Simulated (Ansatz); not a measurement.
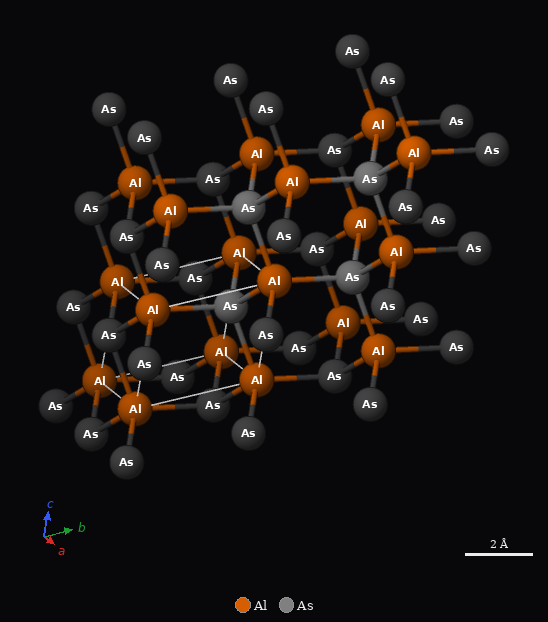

Figure 1. The input geometry (ball-and-stick view of the reduced cell, repeated 1 × 2 × 2, seen slightly off an axis; neighbours outside the cell are drawn fainter). Near neighbours in the crystal (not all of them lie inside the picture): Al has 4 As at 2.44 to 2.46 Å; As has 4 Al at 2.44 to 2.46 Å.

# Band-structure calculation, with input and output: AlAs (part 1 of 2)

AlAs (2 atoms in the cell), computed with DFT, HSE06, plane waves, PAW, no spin polarisation (Ansatz 0.2.0).

The structure was built on a prototype by a generator. The geometry comes from this level: r2SCAN (a point of a series of strains). It belongs to a series of runs on one base structure; here: epitaxial_111 strain -1.0%.

Input:
```yaml
crystal:
  lattice:
    - [0.0283892464, 2.8389246379, 2.8389246379]
    - [2.8389246379, 0.0283892464, 2.8389246379]
    - [2.8389246379, 2.8389246379, 0.0283892464]
  atoms:
    - { symbol: Al, position: [0.0007254357, 0.0007254357, 0.0007254357] }
    - { symbol: As, position: [0.2492745643, 0.2492745643, 0.2492745643] }
kpoints:
  mp_grid: { grid: [6, 6, 6] }
  band_path:
    path:
      - [0.0, 0.0, 0.0]
      - [-0.5, -0.5, 0.0]
      - [-0.375, -0.375, 0.25]
      - [-0.375, 0.0, 0.375]
      - [0.0, 0.0, 0.5]
      - [-0.5, -0.25, 0.25]
      - [0.0, 0.5, 0.5]
    npoints: 1
hamiltonian:
  xc: hse06
scf:
  occupations: { method: fixed }
  n_extra_bands: 4
output:
  forces: true
  stress: true
  eigenvalues: true
  write_density: true
  write_potential: true
  elf: true
  volumetric_format: npy
```

Hardware: 2 threads of Intel Xeon (Emerald Rapids), 360 GiB of memory available, shared host.

Command:
```bash
ansatz run input.yaml --threads 2 --pin off --max-ram 2211MiB --backend cpu --events-out ev --progress --plain --runs-dir out
```

What the program printed:
```
Warning: output.stress: scf.convergence.dr2_threshold = 1e-7 eV (the SCF's general default) is looser than the 2e-10 eV advised for a printed stress (1e-10 eV for each atom of the cell: 2). What an SCF threshold leaves in a stress goes as its square root, and in the free energy as the threshold itself, and one threshold admits the most on a small cell: of the crystals measured, under no hybrid functional and no lock of the moments, on runs that ended without the residual-converged pass, on stresses that held no estimate of that error, the worst erred by over 100 MPa in a component at 1e-7 eV an atom and by under 5 at 1e-10. Set scf.convergence.dr2_threshold to 2e-10 eV or tighter. The threshold is an SCF's pass mark: one that does not reach it within its budget of iterations ends unconverged, or closes short of it on a stop that the run arms, and scf.convergence.dr2_threshold's page says what that costs each kind of run
Warning: output.stress: scf.exx.energy_threshold = 1e-6 eV is looser than the 2e-8 eV advised for a stress under a hybrid functional (1e-8 eV for each atom of the cell: 2). Every SCF of the exchange loop can meet its threshold on dr2 while the loop round them stops early: no threshold on dr2 bounds what that leaves in the stress. Set scf.exx.energy_threshold to 2e-8 eV or tighter. The threshold is the loop's pass mark: a loop that does not reach it within its budget of cycles ends unconverged, and scf.exx.energy_threshold's page has the law
scf.n_extra_bands = 4 over 9 filled bands (N_el = 18.0): the run solves 13 bands
Engine: ansatz 0.2.0, x86_64-unknown-linux-gnu
Pseudopotentials: kind: paw
Pseudopotential: Al, paw, valence charge 3, recommended cutoff 420 eV (normal), Al.paw.azcp
Pseudopotential: As, paw, valence charge 15, recommended cutoff 420 eV (normal), As.paw.azcp
Functional definition: HSE06
  parameter a = 0.25
  parameter omega = 0.11/bohr
  exchange = pbe_x - a*pbe_x_sr(omega) + a*exact_x_sr(omega)
  correlation = pbe_c
davidson cushion auto → on  (no smearing: the cushion is to keep the highest requested band from converging to the state above it; pin scf.eigensolver.cushion to override)
Crystal: 2 atoms, lattice volume = 45.074 Å³
Basis set: ecut = 420 eV, 893 PW (Γ), exchange–correlation on 54×54×54 points (8 copies of the dense FFT grid, shifted against one another)
Bands: 13, of which v1, the nominal top of the filled ones, is band 9 counted from 1 (8 counted from 0)
Symmetry: 6 space group operations
Space group: R3m (ITA 160), of the structure as read, at distance tolerance 3.6e-5 Å
k-points: 32 of 216 (time reversal used)
Non-local potential: Al, projectors of the file, l = 0: 2, l = 1: 2, l = 2: 1
Non-local potential: As, projectors of the file, l = 0: 2, l = 1: 2, l = 2: 3, l = 3: 1
PAW form: soft (Blöchl's): semilocal exchange-correlation on the pseudo side does not see the compensation charge
PAW frozen core: Al, regenerated for the run's functional, and the local potential with it (the file was generated under x = pbe(κ = 0.804, μ = 0.2195149727645171), c = pbe(β = 0.06672455060314922))
PAW frozen core: As, regenerated for the run's functional, and the local potential with it (the file was generated under x = pbe(κ = 0.804, μ = 0.2195149727645171), c = pbe(β = 0.06672455060314922))
PAW one-centre angular grid: Al, 110 points (default); XC on 64 Gauss nodes
PAW one-centre angular grid: As, 590 points (default); XC on 64 Gauss nodes
Initial density: superposition of atomic densities (neutral atoms: chi_scale 0, normalization atom), corrected by the library's trained network
Initial wavefunctions: pseudopotential atomic-orbital guess
Functional: x = pbe(κ = 0.804, μ = 0.2195149727645171), c = pbe(β = 0.06672455060314922), warm-up for x = pbe(κ = 0.804, μ = 0.2195149727645171) + 0.25 (exact − pbe) at short range (hse, ω = 0.20786987370883472 Å⁻¹), c = pbe(β = 0.06672455060314922); HSE06 as pw.x's `hse` composes it (authors' and Libxc's form: `xc: wpbeh`)
SCF iter   1: F=—  HF=-5394.581757 eV  |F-HF|=—  |Δ(HF+E_count)|=         —  Δρ=1.33e-3  dr2=1.58e-3  ethr=1.77e-3  ⟨swp⟩=7.1  Hψ=1912  notcnv=0
preconditioner: auto → none  [insulator: Δε(μ)=1.358 eV  Ē_g=9.939 eV  n_scr=14 (ndim 8)  ℏωp=15.6 eV  f_vac=0.005]
iter 2 solved again at ethr=4.97e-7 eV; its pass at ethr=8.80e-6 eV (dr2=8.94e-5 eV) is discarded
SCF iter   2: F=-5394.581526 eV  HF=-5394.581527 eV  |F-HF|=8.48e-7  |Δ(HF+E_count)|=   2.30e-4  Δρ=4.48e-4  dr2=8.96e-5  ethr=4.97e-7  ⟨swp⟩=3.0  Hψ=2461  notcnv=0  defer=2
SCF 1 stopped early in 2 iterations: F = -5394.581526 eV  dr2 = 8.96e-5
  greatest PAW one-centre occupation: 0.999 electrons in one spin orbital (limit 2), on the As atom at site 1 (counted from 0), in its partial waves of l = 2
Initial density: handed on by an earlier stage of this run
Initial wavefunctions: those handed on with the density
Functional: x = pbe(κ = 0.804, μ = 0.2195149727645171) + 0.25 (exact − pbe) at short range (hse, ω = 0.20786987370883472 Å⁻¹), c = pbe(β = 0.06672455060314922); HSE06 as pw.x's `hse` composes it (authors' and Libxc's form: `xc: wpbeh`)
Exchange kernel: α = 0.2500, screened, ω = 0.2079 Å⁻¹, Wigner–Seitz truncation, v(0) = 1046.6273 eV·Å³, q-mesh 6×6×6, nearest image of the exchange supercell L = 23.85 Å, pair-density grid 15×15×15, without the augmentation charges, whose exchange is taken in its separable form by FFT convolution over the k-point mesh (sized by the pseudopotential files, 24×24×24 at the most), smooth part of the exact exchange by density-matrix convolution
Frozen-core exchange: fock
SCF iter   1: F=—  HF=-5396.321741 eV  |F-HF|=—  |Δ(HF+E_count)|=         —  Δρ=4.14e-3  dr2=5.70e-3  ethr=4.98e-6  ⟨swp⟩=6.8  Hψ=2070  notcnv=0
preconditioner: auto → none  [insulator: Δε(μ)=2.002 eV  Ē_g=11.295 eV  n_scr=14 (ndim 8)  ℏωp=15.6 eV  f_vac=0.004]
SCF iter   2: F=—  HF=-5396.313230 eV  |F-HF|=—  |Δ(HF+E_count)|=   8.51e-3  Δρ=1.95e-3  dr2=1.32e-3  ethr=4.98e-6  ⟨swp⟩=4.0  Hψ=1715  notcnv=0
SCF iter   3: F=—  HF=-5396.312999 eV  |F-HF|=—  |Δ(HF+E_count)|=   2.31e-4  Δρ=8.62e-4  dr2=4.14e-4  ethr=4.48e-6  ⟨swp⟩=2.0  Hψ=961  notcnv=0
SCF iter   4: F=—  HF=-5396.316889 eV  |F-HF|=—  |Δ(HF+E_count)|=   3.89e-3  Δρ=6.73e-4  dr2=7.65e-5  ethr=6.67e-7  ⟨swp⟩=4.0  Hψ=1687  notcnv=0
SCF iter   5: F=—  HF=-5396.316851 eV  |F-HF|=—  |Δ(HF+E_count)|=   3.86e-5  Δρ=1.91e-4  dr2=9.24e-6  ethr=4.08e-7  ⟨swp⟩=3.0  Hψ=1120  notcnv=0
SCF iter   6: F=—  HF=-5396.316847 eV  |F-HF|=—  |Δ(HF+E_count)|=   3.16e-6  Δρ=2.87e-5  dr2=4.47e-6  ethr=3.41e-8  ⟨swp⟩=3.0  Hψ=1163  notcnv=0
SCF iter   7: F=-5396.316891 eV  HF=-5396.316892 eV  |F-HF|=4.19e-7  |Δ(HF+E_count)|=   4.41e-5  Δρ=5.09e-5  dr2=7.51e-7  ethr=7.55e-10  ⟨swp⟩=5.2  Hψ=1869  notcnv=0  defer=3
SCF 2 stopped early in 7 iterations: F = -5396.316891 eV  dr2 = 7.51e-7
  Residual-converged pass: ⟨swp⟩=2.9  Hψ=895  notcnv=0  max |occ|·‖R‖ = 6.5e-6 eV (tolerance 6.7e-6 eV)  dr2=7.52e-7  dr2_onsite=1.67e-7  max |Δocc| = 0.0e0
hybrid outer 1: dexx = +4.434e-3 eV, tail = 4.19e-5 eV
Exchange kernel: α = 0.2500, screened, ω = 0.2079 Å⁻¹, Wigner–Seitz truncation, v(0) = 1046.6273 eV·Å³, q-mesh 6×6×6, nearest image of the exchange supercell L = 23.85 Å, pair-density grid 15×15×15, without the augmentation charges, whose exchange is taken in its separable form by FFT convolution over the k-point mesh (sized by the pseudopotential files, 24×24×24 at the most), smooth part of the exact exchange by density-matrix convolution
Frozen-core exchange: fock
SCF iter   1: F=—  HF=-5396.317117 eV  |F-HF|=—  |Δ(HF+E_count)|=         —  Δρ=4.82e-5  dr2=4.46e-7  ethr=1.16e-6  ⟨swp⟩=2.2  Hψ=965  notcnv=0
preconditioner: auto → none  [insulator: Δε(μ)=2.016 eV  Ē_g=11.291 eV  n_scr=14 (ndim 8)  ℏωp=15.6 eV  f_vac=0.005]
SCF iter   2: F=—  HF=-5396.317117 eV  |F-HF|=—  |Δ(HF+E_count)|=   5.32e-8  Δρ=8.08e-6  dr2=3.13e-8  ethr=2.30e-9  ⟨swp⟩=4.0  Hψ=1675  notcnv=0
SCF iter   3: F=—  HF=-5396.317117 eV  |F-HF|=—  |Δ(HF+E_count)|=   1.44e-7  Δρ=6.18e-6  dr2=1.38e-8  ethr=5.76e-11  ⟨swp⟩=4.4  Hψ=1664  notcnv=0  defer=1
SCF iter   4: F=—  HF=-5396.317117 eV  |F-HF|=—  |Δ(HF+E_count)|=   2.88e-9  Δρ=8.21e-7  dr2=4.00e-10  ethr=5.76e-11  ⟨swp⟩=3.0  Hψ=1139  notcnv=0
SCF iter   5: F=-5396.317117 eV  HF=-5396.317117 eV  |F-HF|=5.68e-10  |Δ(HF+E_count)|=   3.90e-9  Δρ=5.23e-7  dr2=9.07e-11  ethr=1.00e-12  ⟨swp⟩=5.1  Hψ=1806  notcnv=0
SCF 3 converged in 5 iterations: F = -5396.317117 eV  dr2 = 9.07e-11
  Residual-converged pass: ⟨swp⟩=2.0  Hψ=818  notcnv=0  max |occ|·‖R‖ = 4.1e-7 eV (tolerance 4.4e-7 eV)  dr2=9.08e-11  dr2_onsite=6.76e-10  max |Δocc| = 0.0e0
```

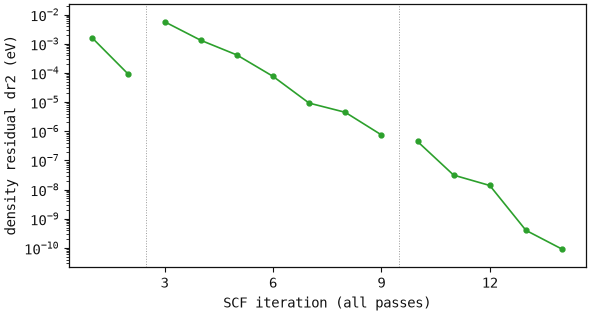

Figure 2. Convergence of the self-consistent field: density residual dr2 against the SCF iteration. The run starts with a semilocal functional; after that each stretch between dotted lines is one SCF of the hybrid functional between two exact rebuilds of the exchange operator by the outer loop. Early passes are stopped at a loose threshold. The passes take 2, 7 and 5 iterations.

```
hybrid outer 2: dexx = +2.317e-7 eV, tail = 9.31e-9 eV, Δε = 1.75e-3 eV (about 6.19e-5 eV left of the loop's levels), ΔF = 9.99e-6 eV/Å (tail 1.50e-4)
NSCF: frozen V_eff on 7 k-points
hybrid SCF converged: 2 outer / 12 inner (+2 warm-up), last move |dexx| = 2.32e-7 eV, tail = 9.31e-9 eV
Stability not checked: this state was not tested for a lower state beside it, because the functional holds exact exchange (a hybrid, or Hartree-Fock), whose exchange loop this test does not read (fock_operator; see scf.lower_state_search)
Free energy (F): -5396.317117 eV
Frozen-core exchange: fock
Harris-Foulkes:  -5396.317117 eV  (|F-HF|=5.68e-10)
Internal energy: -5396.317117 eV  (E = F + TS)
E sigma→0 (E₀):  -5396.317117 eV
Fermi energy:    6.037172 eV
--- Per-component energies (eV) ---
  E_band       = -310.317902
  E_kinetic    = 126.382302
  E_local      = -2109.570248  (includes V_loc(G=0)·N_el)
  E_nonlocal   = -660.932423
  E_hartree    = 1130.337890
  E_xc         = -96.749281
  E_vxc        = -87.813873  (∫ρ·V_xc dr)
  E_exx        = -64.976922  (= α·E_x^exact, valence–valence)
  E_paw        = -2260.724308  (= ΣΔE_a)
  E_vpaw       = 290.894521  (= ΣTr[D̂ρ^β])
  E_aug_tail   = 0.000005  (compensation charges beyond the density's cutoff)
  E_ewald      = -1459.279041
  E_core_change = -0.805092  (= ΣΔE_core)
  E_smearing   = -0.000000  (= −TS)
  E_closure    = 0.000000  (closes the sum)
  Σ components = -5396.317117   (vs F -5396.317117, Δ=0.00e0)
--- Forces (eV/Å), atoms counted from 1 ---
  atom   1  Al     0.00112909     0.00112909     0.00112909
  atom   2  As    -0.00113872    -0.00113872    -0.00113872
  max |Σ_I F_I| component: 9.63e-6 eV/Å
--- Stress (GPa, compression-positive) ---
        1.392058      -0.591258      -0.591258
       -0.591258       1.392058      -0.591258
       -0.591258      -0.591258       1.392058
  P = ⅓ Tr σ = 1.3921 GPa (13.921 kbar)
--- Band table (eV; the first three rows and the last of 32) ---
  k-point 0: bands = ["-31.7461", "-31.7440", "-31.7440", "-31.7328", "-31.7328", "-7.0985", "5.9034", "6.0372", "6.0372", "8.9850", "11.0558", "11.2261", "11.2261"]
  k-point 1: bands = ["-31.7458", "-31.7439", "-31.7438", "-31.7328", "-31.7327", "-6.7933", "3.8147", "5.6404", "5.7426", "9.6711", "11.5448", "11.6919", "12.1964"]
  k-point 2: bands = ["-31.7454", "-31.7437", "-31.7434", "-31.7327", "-31.7325", "-6.0147", "1.1050", "5.2086", "5.2843", "9.1513", "11.6850", "11.7762", "14.5375"]
  k-point 31: bands = ["-31.7457", "-31.7430", "-31.7430", "-31.7328", "-31.7328", "-5.5321", "-0.1842", "5.1671", "5.1671", "9.0886", "11.6202", "11.6202", "14.7798"]
```
